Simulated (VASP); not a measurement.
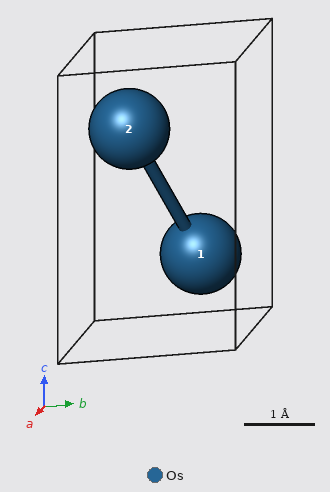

*The starting structure (ball-and-stick view of the cell of the calculation, seen slightly off an axis; atoms are numbered from 1 in the order of the input).*

Near neighbours in the crystal (not all of them lie inside the picture): Os has 12 Os at 2.66 to 2.72 Å.

## Geometry relaxation, with input and output: Os

The run: geometry relaxation of Os (P6₃/mmc, 2 atoms in the cell). Method and program: Kohn-Sham DFT of a periodic cell, LDA, VASP PAW LDA potentials, recommended, no spin polarisation (VASP 6.6.1).

The structure derives from an entry of the Crystallography Open Database.

OSZICAR
```
N       E                     dE             d eps       ncg     rms          rms(c)
DAV:   1     0.112408597273E+03    0.11241E+03   -0.84288E+03  3240   0.144E+03
DAV:   2    -0.185200723727E+02   -0.13093E+03   -0.11874E+03  3392   0.410E+02
DAV:   3    -0.266953965686E+02   -0.81753E+01   -0.73647E+01  3976   0.846E+01
DAV:   4    -0.269006354424E+02   -0.20524E+00   -0.20278E+00  3388   0.139E+01
DAV:   5    -0.269027353225E+02   -0.20999E-02   -0.20990E-02  3792   0.119E+00    0.339E+01
DAV:   6    -0.256649808816E+02    0.12378E+01   -0.13900E+00  3492   0.113E+01    0.151E+01
DAV:   7    -0.253270813983E+02    0.33790E+00   -0.84759E-01  3676   0.863E+00    0.823E-01
DAV:   8    -0.253180532488E+02    0.90281E-02   -0.81607E-03  3316   0.749E-01    0.262E-01
DAV:   9    -0.253166216354E+02    0.14316E-02   -0.11945E-03  3516   0.412E-01    0.581E-02
DAV:  10    -0.253166378631E+02   -0.16228E-04   -0.21861E-05  3776   0.401E-02    0.117E-02
DAV:  11    -0.253166272732E+02    0.10590E-04   -0.32376E-06  3360   0.226E-02    0.131E-03
DAV:  12    -0.253166271752E+02    0.98036E-07   -0.74218E-08  2092   0.313E-03
   1 F= -.25316627E+02 E0= -.25316970E+02  d E =-.253166E+02
```

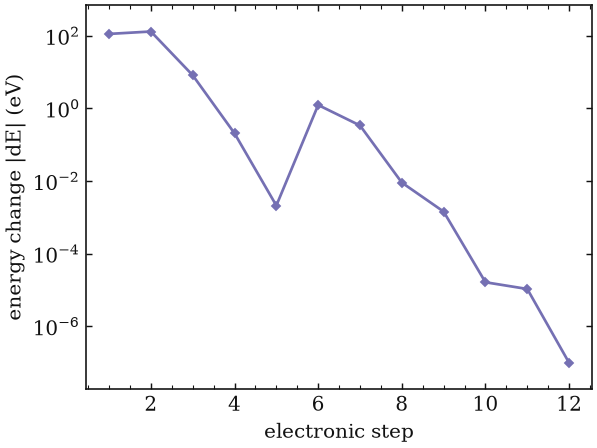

*Convergence of the self-consistent field: energy change |dE| against the electronic step.*

It takes 12 electronic steps. The density is held fixed in the first few steps, and dE rises again when its update begins.

Parts of OUTCAR
```
SYSTEM = Os
   EDIFF = 1E-7
   EDIFFG = -0.01
   ENCUT = 600
   IBRION = 2
   ISIF = 4
   ISMEAR = 1
   LASPH = .TRUE.
   LREAL = .FALSE.
   NELM = 80
   NSW = 40
   PREC = Accurate

 ion  position               nearest neighbor table
   1  0.333  0.667  0.250-   2 2.66   2 2.66   2 2.66   2 2.66   2 2.66   2 2.66
   2  0.667  0.333  0.750-   1 2.66   1 2.66   1 2.66   1 2.66   1 2.66   1 2.66

  LATTYP: Found a hexagonal cell.
 ALAT       =     2.7173798811
 C/A-ratio  =     1.5805145247

  Lattice vectors:

 A1 = (   2.7173798811,   0.0000000000,   0.0000000000)
 A2 = (  -1.3586899406,   2.3533200088,   0.0000000000)
 A3 = (   0.0000000000,   0.0000000000,   4.2948583713)

Analysis of symmetry for initial positions (statically):
=====================================================================
 Subroutine PRICEL returns:
 Original cell was already a primitive cell.

 Routine SETGRP: Setting up the symmetry group for a
 hexagonal supercell.

 Subroutine GETGRP returns: Found 24 space group operations
 (whereof 12 operations were pure point group operations)
 out of a pool of 24 trial point group operations.

The static configuration has the point symmetry D_3d.
 The point group associated with its full space group is D_6h.

Analysis of symmetry for dynamics (positions and initial velocities):
=====================================================================
 Subroutine PRICEL returns:
 Original cell was already a primitive cell.

 Routine SETGRP: Setting up the symmetry group for a
 hexagonal supercell.

 Subroutine GETGRP returns: Found 24 space group operations
 (whereof 12 operations were pure point group operations)
 out of a pool of 24 trial point group operations.

The dynamic configuration has the point symmetry D_3d.
 The point group associated with its full space group is D_6h.

 Subroutine INISYM returns: Found 24 space group operations
 (whereof 12 operations are pure point group operations),
 and found     1 'primitive' translations

----------------------------------------------------------------------------------------

                                     Primitive cell

  volume of cell :      27.4650

  direct lattice vectors                    reciprocal lattice vectors
     2.717379881  0.000000000  0.000000000     0.368001547  0.212465792  0.000000000
    -1.358689941  2.353320009  0.000000000     0.000000000  0.424931584  0.000000000
     0.000000000  0.000000000  4.294858371     0.000000000  0.000000000  0.232836549

  length of vectors
     2.717379881  2.717379881  4.294858371     0.424931584  0.424931584  0.232836549

  position of ions in fractional coordinates (direct lattice)
     0.333333333  0.666666667  0.250000000
     0.666666667  0.333333333  0.750000000

  ion indices of the primitive-cell ions
   primitive index   ion index
                 1           1
                 2           2

----------------------------------------------------------------------------------------

 KPOINTS: k-points

Automatic generation of k-mesh.
 Grid dimensions read from file:
 generate k-points for:   15   15    9

 Generating k-lattice:

  Cartesian coordinates                     Fractional coordinates (reciprocal lattice)
     0.024533436  0.014164386  0.000000000     0.066666667  0.000000000  0.000000000
     0.000000000  0.028328772  0.000000000     0.000000000  0.066666667  0.000000000
     0.000000000  0.000000000  0.025870728     0.000000000  0.000000000  0.111111111

  Length of vectors
     0.028328772  0.028328772  0.025870728

  Shift w.r.t. Gamma in fractional coordinates (k-lattice)
     0.000000000  0.000000000  0.000000000

 Subroutine IBZKPT returns following result:
 ===========================================

 Found    135 irreducible k-points:

 Following reciprocal coordinates:
            Coordinates               Weight
  0.000000  0.000000  0.000000      1.000000
  0.066667 -0.000000  0.000000      6.000000
  0.133333  0.000000  0.000000      6.000000
  0.200000  0.000000  0.000000      6.000000
  0.266667  0.000000  0.000000      6.000000
  0.333333  0.000000  0.000000      6.000000
  0.400000  0.000000  0.000000      6.000000
  0.466667  0.000000  0.000000      6.000000
  0.066667  0.066667  0.000000      6.000000
  0.133333  0.066667  0.000000     12.000000
  0.200000  0.066667  0.000000     12.000000
  0.266667  0.066667  0.000000     12.000000
  0.333333  0.066667  0.000000     12.000000
  0.400000  0.066667  0.000000     12.000000
  0.466667  0.066667  0.000000      6.000000
  0.133333  0.133333  0.000000      6.000000
  0.200000  0.133333  0.000000     12.000000
  0.266667  0.133333  0.000000     12.000000
  0.333333  0.133333  0.000000     12.000000
  0.400000  0.133333  0.000000     12.000000
  0.200000  0.200000  0.000000      6.000000
  0.266667  0.200000  0.000000     12.000000
  0.333333  0.200000  0.000000     12.000000
  0.400000  0.200000  0.000000      6.000000
 [... further k-points ...]
   k-points           NKPTS =    135   k-points in BZ     NKDIM =    135   number of bands    NBANDS=     12
   number of dos      NEDOS =    301   number of ions     NIONS =      2
   total plane-waves  NPLWV =  20736
   dimension x,y,z NGX =    24 NGY =   24 NGZ =   36
   dimension x,y,z NGXF=    48 NGYF=   48 NGZF=   72
   ions per type =               2
   NGX,Y,Z   is equivalent  to a cutoff of  14.68, 14.68, 13.93 a.u.
   NGXF,Y,Z  is equivalent  to a cutoff of  29.37, 29.37, 27.87 a.u.
 SYSTEM =  Os
   PREC   = accura    normal or accurate (medium, high low for compatibility)
   ISTART =      0    job   : 0-new  1-cont  2-samecut
   ICHARG =      2    charge: 1-file 2-atom 10-const
   ISPIN  =      1    spin polarized calculation?
   LNONCOLLINEAR =      F non collinear calculations
   LSORBIT =      F    spin-orbit coupling
   LASPH  =      T    aspherical Exc in radial PAW
   ENCUT  =  600.0 eV  44.10 Ry    6.64 a.u.   5.43  5.43  8.58*2*pi/ulx,y,z
   NELM   =     80;   NELMIN=  2; NELMDL= -5     # of ELM steps
   EDIFF  = 0.1E-06   stopping-criterion for ELM
   LREAL  =      F    real-space projection
   EDIFFG = -.1E-01   stopping-criterion for IOM
   NSW    =     40    number of steps for IOM
   IBRION =      2    ionic relax: 0-MD 1-quasi-New 2-CG
   NFREE  =      1    steps in history (QN), initial steepest desc. (CG)
   ISIF   =      4    stress and relaxation
   ISYM   =      2    0-nonsym 1-usesym 2-fastsym
   POTIM  = 0.5000    time-step for ionic-motion
   TEBEG  =    0.0;   TEEND  =   0.0 temperature during run
   PSTRESS=    0.0 pullay stress
   NELECT =      16.0000    total number of electrons
   NUPDOWN=      -1.0000    fix difference up-down
   EMIN   =  10.00;   EMAX   =-10.00  energy-range for DOS
   EFERMI =   0.00;   METHOD = LEGACY
   ISMEAR =     1;   SIGMA  =   0.10  broadening in eV -4-tet -1-fermi 0-gaus
   EFERMI_NEDOS =   21; number of points for ismear=-14 and -15
   IALGO  =     38    algorithm
   IMIX   =      4    mixing-type and parameters
     AMIX     =   0.40;   BMIX     =  1.00
     AMIX_MAG =   1.60;   BMIX_MAG =  1.00
  volume/ion in A,a.u.               =      13.73        92.67
  Fermi-wavevector in a.u.,A,eV,Ry     =   1.367272  2.583768 25.435158  1.869431
  Thomas-Fermi vector in A             =   2.493339
   LORBIT       =      0    0 simple, 1 ext, 2 COOP (PROOUT), +10 PAW based schemes
   GGA     = CA    functional components
   LHFCALC =     F    Hartree Fock is set to
   AEXX    =    0.0000 exact exchange contribution
   IVDW    =     0    specifies the selected vdW correction
   LEPSILON=     F    determine dielectric tensor
   LRPA    =     F    only Hartree local field effects (RPA)
 conjugate gradient relaxation of ions
 non-spin polarized calculation
 Methfessel and Paxton  Order N= 1 SIGMA  =   0.10
  energy-cutoff  :      600.00
  volume of cell :       27.47
 maximum number of plane-waves:       937
 NGX is ok and might be reduce to    24
   NGX = 11   NGY = 11   NGZ = 17

 number of electron      16.0000001 magnetization

 Free energy of the ion-electron system (eV)
  ---------------------------------------------------
  ext. energy  EPLUGINS =         0.00000000
  ---------------------------------------------------
  free energy    TOTEN  =       -25.31662718 eV

  energy without entropy =      -25.31765593  energy(sigma->0) =      -25.31697009

 E-fermi :   9.6676     XC(G=0): -14.2844     alpha+bet :-15.7627

 val. band max:        9.6629761343   @ k =   0.1333   0.0000   0.3333
 cond. band min:       9.7024104364   @ k =   0.2667   0.0667   0.0000
 fundamental gap:      0.0394343021
 Fermi energy:         9.6675822656

 k-point     1 :       0.0000    0.0000    0.0000
  band No.  band energies     occupation
      1      -1.3560      2.00000
      2       1.7369      2.00000
      3       6.5230      2.00000
      4       6.5230      2.00000
      5       6.7771      2.00000
      6       7.3870      2.00000
      7       7.3870      2.00000
      8       8.0653      2.00000
      9       8.0653      2.00000
     10       9.8214     -0.05181
     11      11.4018     -0.00000
     12      11.4018     -0.00000

 k-point     2 :       0.0667   -0.0000    0.0000
  band No.  band energies     occupation
      1      -1.1716      2.00000
      2       1.9006      2.00000
      3       6.1461      2.00000
      4       6.6859      2.00000
      5       7.1023      2.00000
      6       7.2806      2.00000
      7       7.5393      2.00000
      8       7.8343      2.00000
      9       7.9330      2.00000
     10       8.9995      2.00000
     11      11.4947     -0.00000
     12      12.5016      0.00000

 k-point     3 :       0.1333    0.0000    0.0000
  band No.  band energies     occupation
      1      -0.6415      2.00000
      2       2.3413      2.00000
      3       5.6266      2.00000
      4       6.9475      2.00000
      5       6.9626      2.00000
      6       7.1654      2.00000
      7       7.5991      2.00000
      8       7.6157      2.00000
      9       7.9861      2.00000
     10       8.3108      2.00000
     11      11.7160      0.00000
     12      14.2336      0.00000

 k-point     4 :       0.2000    0.0000    0.0000
  band No.  band energies     occupation
      1       0.1579      2.00000
      2       2.8537      2.00000
      3       5.2319      2.00000
      4       5.7951      2.00000
      5       6.6532      2.00000
      6       7.1797      2.00000
      7       7.9327      2.00000
      8       7.9358      2.00000
      9       8.2604      2.00000
     10       8.6944      2.00000
     11      11.9651      0.00000
     12      16.0605      0.00000

 k-point     5 :       0.2667    0.0000    0.0000
  band No.  band energies     occupation
      1       1.0730      2.00000
      2       3.0260      2.00000
      3       4.7653      2.00000
      4       5.2707      2.00000
      5       6.5780      2.00000
      6       6.7666      2.00000
      7       7.6216      2.00000
      8       8.9299      2.00000
      9       9.1416      2.00000
     10       9.6033      1.87627
     11      12.1776      0.00000
     12      17.8670      0.00000

 [... the levels of 18 k-points are left out ...]

 k-point    24 :       0.4000    0.2000    0.0000
  band No.  band energies     occupation
      1       3.0482      2.00000
      2       3.4372      2.00000
      3       3.5237      2.00000
      4       5.6680      2.00000
      5       5.9041      2.00000
      6       6.6868      2.00000
      7       7.9944      2.00000
      8      11.1340     -0.00000
      9      11.7570      0.00000
     10      11.9709      0.00000
     11      14.9055      0.00000
     12      15.5760      0.00000

 [... further k-points ...]

------------------------ aborting loop because EDIFF is reached ----------------------------------------

  FORCE on cell =-STRESS in cart. coord.  units (eV):
  Direction    XX          YY          ZZ          XY          YZ          ZX
  --------------------------------------------------------------------------------------
  -------------------------------------------------------------------------------------
  Total       -0.0011136     -0.0011136      0.0059267      0.0000000      0.0000000      0.0000000
  in kB       -0.0649632     -0.0649632      0.3457353      0.0000000      0.0000000      0.0000000
  external PRESSURE =       0.0719363 kB  Pullay stress =       0.0000000 kB

 VOLUME and BASIS-vectors are now :
 -----------------------------------------------------------------------------
  energy-cutoff  :      600.00
  volume of cell :       27.47
      direct lattice vectors                 reciprocal lattice vectors
     2.717379881  0.000000000  0.000000000     0.368001547  0.212465792  0.000000000
    -1.358689941  2.353320009  0.000000000     0.000000000  0.424931584  0.000000000
     0.000000000  0.000000000  4.294858371     0.000000000  0.000000000  0.232836549

 POSITION                                       TOTAL-FORCE (eV/Angst)
 -----------------------------------------------------------------------------------
     -0.00000      1.56888      1.07371        -0.000000      0.000000      0.000000
      1.35869      0.78444      3.22114         0.000000     -0.000000      0.000000
 -----------------------------------------------------------------------------------
    total drift:                               -0.000000      0.000000     -0.000000

  FREE ENERGIE OF THE ION-ELECTRON SYSTEM (eV)
  ---------------------------------------------------
  free  energy   TOTEN  =       -25.3166271752 eV

  energy  without entropy=      -25.3176559297  energy(sigma->0) =      -25.31697009

 reached required accuracy - stopping structural energy minimisation
```

CONTCAR
```
Os
   1.00000000000000
     2.7173798810999998    0.0000000000000000    0.0000000000000000
    -1.3586899405999999    2.3533200087999999    0.0000000000000000
     0.0000000000000000    0.0000000000000000    4.2948583713000001
  Os
     2
Direct
     0.3333333332999970    0.6666666667000030    0.2500000000000000
     0.6666666667000030    0.3333333332999970    0.7500000000000000

  0.00000000E+00  0.00000000E+00  0.00000000E+00
  0.00000000E+00  0.00000000E+00  0.00000000E+00
```

This output came from the following input.

INCAR
```
SYSTEM = Os
ALGO = Normal
EDIFF = 1E-7
EDIFFG = -0.01
ENCUT = 600
IBRION = 2
ISIF = 4
ISMEAR = 1
LASPH = .TRUE.
LCHARG = .FALSE.
LREAL = .FALSE.
LWAVE = .FALSE.
NELM = 80
NSW = 40
PREC = Accurate
SIGMA = 0.1
```

KPOINTS
```
k-points
0
G
  15 15 9
  0 0 0
```

POSCAR
```
Os                                      
1.0
    2.7173798811      0.0000000000      0.0000000000
   -1.3586899406      2.3533200088     -0.0000000000
    0.0000000000     -0.0000000000      4.2948583713
  Os            
     2
Direct
     0.3333333332999970    0.6666666667000030    0.2500000000000000
     0.6666666667000030    0.3333333332999970    0.7500000000000000
```

Launched with:
```bash
cat potpaw_LDA.64/Os/POTCAR > POTCAR
mpirun -np 1 vasp_std > vasp.out
```

Summary

- outcome: converged
- space group (tolerance 0.01 Å): P6₃/mmc (194)
- electrons treated: 16
- free energy: −25.3166 eV
- Fermi energy: 9.668 eV
- gap on the k-point mesh: none (metallic)
- pressure: 0.01 GPa
- final volume: 27.47 Å³
- largest force (length of the vector): under 0.001 eV/Å
- hardware: 1 thread of Intel Xeon (Granite Rapids), 64 GiB of memory available, shared host
- wall time: 15 s
- peak memory: 0.18 GiB

Remarks

Spin–orbit coupling is left out, which matters for Os.
